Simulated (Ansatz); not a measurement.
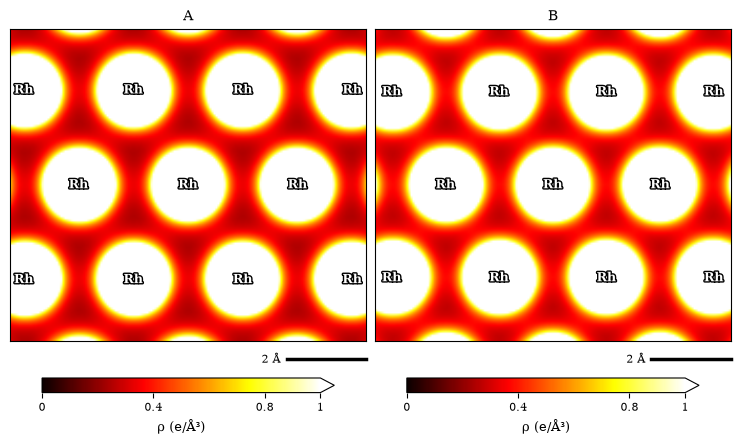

Rh. The valence pseudo-density of two cells that differ in size, on the (111) plane of each (indices in the axes of the calculation cell), at one length scale and on one colour scale; one has 13.8 and the other 14.6 Å³ an atom.

These are results of DFT, LDA, PAW with Ansatz's default frozen-core files, scalar-relativistic in Ansatz, not measurements.

The larger cell:

```
CELL_PARAMETERS angstrom
0.00000 1.93884 1.93884
1.93884 0.00000 1.93884
1.93884 1.93884 0.00000
ATOMIC_POSITIONS crystal
Rh 0.00000 0.00000 0.00000
```

The smaller cell: a = 2.689 Å, b = 2.689 Å, c = 2.689 Å, α = 60.00°, β = 60.00°, γ = 60.00°.

Question: Which panel shows the smaller cell, and what does the compression change?

Answer: Panel B is the smaller cell, by 6 % in volume. From the larger cell to the smaller, Rh–Rh goes from 2.74 to 2.69 Å, and the density at its midpoint from 0.34 to 0.38 e/Å³; the pressure goes from −24 to −11 GPa.
